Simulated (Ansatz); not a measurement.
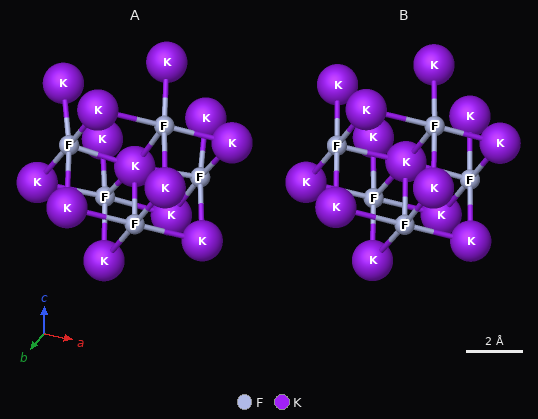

Two geometries of a defect cell of composition F₃₁K₃₂ (cell charge +1), drawn at one scale. One is the start of a relaxation, the other its converged end. The picture is a ball-and-stick view of the atoms within 4.2 Å of the atom that moves most (axes of the cell of the calculation (origin shifted)), seen from a free direction.

All numbers below come from Ansatz 0.2.0, DFT, PBEsol, PAW, plane waves. Set-up: plane-wave cutoff 420 eV; k-point mesh 1 × 1 × 1; mesh shifted by (0.25, 0.25, 0.25); no spin polarisation; atoms relaxed in a fixed cell; force threshold 0.03 eV/Å; at most 80 steps.

> Which one is relaxed?

Structure A is the relaxed one. A K atom moves most: 0.21 Å along [−1 1 −3]. Largest moves by element: K 0.21 Å, F 0.12 Å. The lattice vectors keep their values. Near-neighbour distances that change, for instance: F–K 2.666 → 2.479 Å, F–K 2.710 → 2.611 Å, F–K 2.631 → 2.707 Å, F–K 2.615 → 2.682 Å. Bond angles that change, for instance: F–K–F 177.9° → 170.1°, F–K–F 177.4° → 170.1°, F–K–F 88.3° → 94.9°. After 2 geometry steps the energy has fallen by 0.778 eV per cell of the calculation. The largest force component goes from 0.8 to 0.0041 eV/Å.

Limits of the set-up: the cell is charged, on a uniform background, and energies carry no finite-size correction.
